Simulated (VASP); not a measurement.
**H4C: density, localisation and related maps**

```
CELL_PARAMETERS angstrom
4.95785 0.00000 0.00000
0.00000 4.95785 0.00000
0.00000 0.00000 4.95785
ATOMIC_POSITIONS crystal
H 0.37316 0.37316 0.62684
H 0.87316 0.87316 0.12684
H 0.62684 0.37316 0.37316
H 0.12684 0.87316 0.87316
H 0.37316 0.62684 0.37316
H 0.87316 0.12684 0.87316
H 0.12684 0.12684 0.12684
H 0.62684 0.62684 0.62684
C 0.00000 0.00000 0.00000
C 0.50000 0.50000 0.50000
```

Space group I-43m; a structure from a database of computed crystals, not necessarily the ambient phase; not relaxed (largest force 0.3 eV/Å).

Level of theory: Kohn-Sham DFT of a periodic cell, PBEsol, VASP PAW PBE potentials, recommended (VASP).

The density is the valence pseudo-density of a PAW calculation; it isn't the true density close to the nuclei.

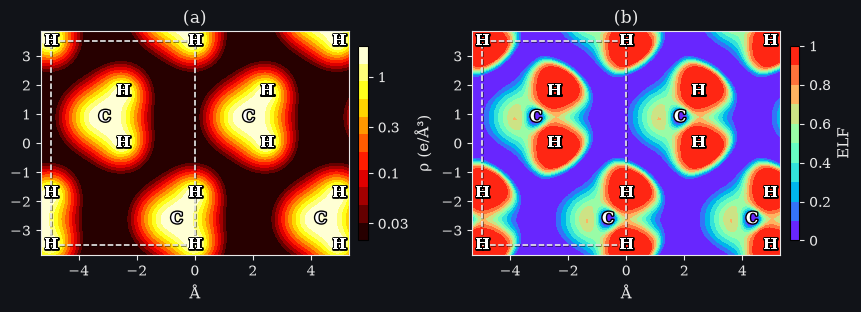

Figure 1. (a) valence electron density; (b) electron localisation function on the (11̄0) plane of the conventional cell.

### What do the fields say about this system?

Atoms in the plane: H and C. C–H (1.09 Å): the density is about 1.9 e/Å³ at the midpoint; the ELF climbs to about 1 towards the hydrogen, as it does in any bond to H; a covalent bond by its length. Between the atoms the lowest density in this plane is 0.003 e/Å³.

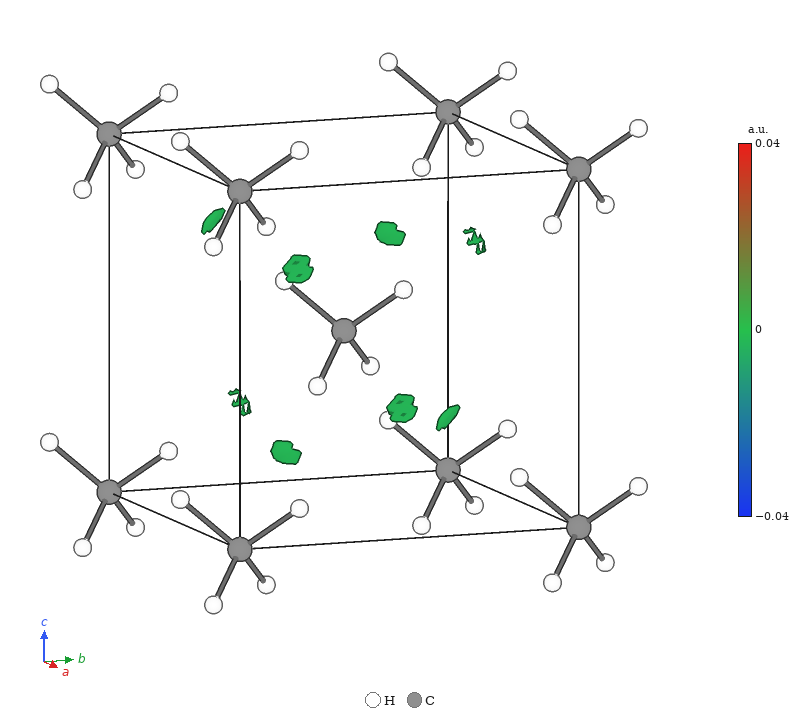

Figure 2. Non-covalent interaction (NCI) plot: the surface where the reduced density gradient is 0.5, for densities under 0.05 a.u., coloured by sign(λ₂)ρ; seen slightly off an axis.

### Which non-covalent interactions does the plot reveal?

Between H on one side and C on the other: a weak contact (green) (×8).

### Does the calculation make it a metal, or give it a gap?

It is gapped, with a Kohn–Sham gap of 7.7 eV on the k-point mesh, an upper bound to the gap of this method.
